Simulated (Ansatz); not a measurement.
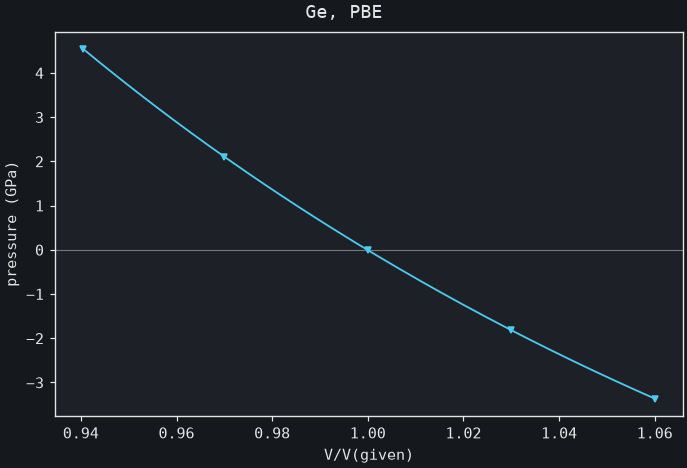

The picture above shows the pressure against V/V(given) for Ge, space group P6_3/mmc (No. 194).

The given structure:
```
Ge
1.0
     2.97596    0.00000    0.00000
    -1.48798    2.57726    0.00000
     0.00000    0.00000    5.05350
Ge
2
Direct
  0.33333 0.66667 0.25000
  0.66667 0.33333 0.75000
```

How it was computed, with Ansatz 0.2.0: periodic Kohn-Sham DFT of a crystal at fixed atoms, scaled to the stated factor times the given cell; pressure positive in compression. Level: PBE.

```csv
setting,value
method,frozen-core PAW
relativity,scalar
k mesh,15×15×8
occupations,Fermi–Dirac
smearing width,0.05 eV
wave cutoff,420 eV
PAW set,soft_2
```

V(given) is 19.38 Å³/atom.

From this curve and the settings, what does the calculation give for the largest field gradient Vzz at the same points?

The largest field gradient Vzz goes from −0.445 1e21 V/m² at V/V(given) 0.941 to −0.407 1e21 V/m² at 1.060, not monotonically, with a low of −0.449 1e21 V/m² at 1.000.

```
V/V(given)  largest field gradient Vzz (1e21 V/m²)
     0.941                                  -0.445
     0.970                                  -0.423
     1.000                                  -0.449
     1.030                                  -0.417
     1.060                                  -0.407
```

Keep in mind: no gap: field gradients move with the k mesh; shape and atomic fractions are frozen while scaling, which makes layered, chain and framework solids too stiff.
